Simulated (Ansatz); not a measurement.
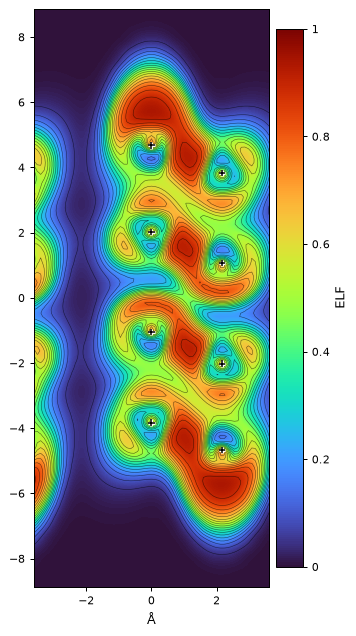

The electron localisation function on a plane through atoms (crosses mark nuclei in the plane).

Theory: Ansatz, DFT PBE, scalar-relativistic, plane waves, PAW.

Candidates:
A. Mo (slab), a = 3.16 Å, b = 3.16 Å, c = 18.32 Å, α = 90.00°, β = 90.00°, γ = 90.00°. Not relaxed (largest force 1.3 eV/Å); computed without spin polarisation.
B. Si (slab), a = 3.76 Å, b = 3.76 Å, c = 23.78 Å, α = 90.00°, β = 90.00°, γ = 120.00°. 

> Which candidate gave the map?

Candidate B: Si on the (110) plane of the calculation cell, a cut from vacuum to vacuum, which holds Si. Si–Si (2.33 Å): the ELF peaks at about 0.90 between the atoms. Si–Si (2.38 Å): the ELF peaks at about 0.90 between the atoms.
